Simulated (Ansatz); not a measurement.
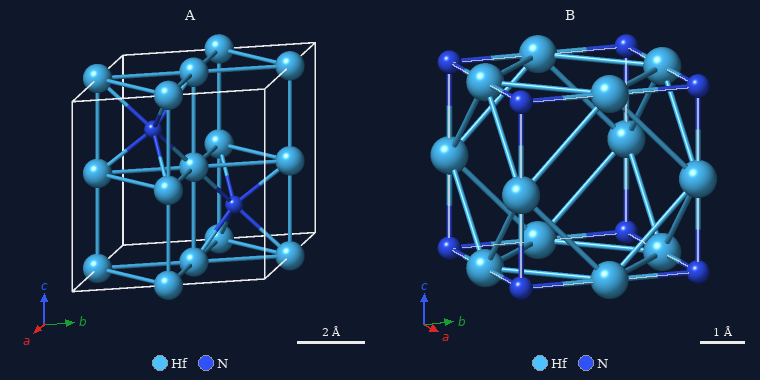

Two structures of Hf₃N, each relaxed to rest (conventional cells in solid outline, small ones repeated, not to one scale). Method: Ansatz, DFT PBE, scalar-relativistic, plane waves, PAW, without spin polarisation.

Give the type and space group of each.

Answer. A: 8 atoms a cell on a primitive hexagonal lattice, P6_3/mmc. B: ReO₃ type, Pm-3m.

Compare their energies: which is lower?

Answer. B is lower, by 316 meV/atom at this level of theory (energies at zero smearing). Volumes: A 22.6, B 21.2 Å³/atom.

One or both may be structure types tried for this composition rather than known phases.
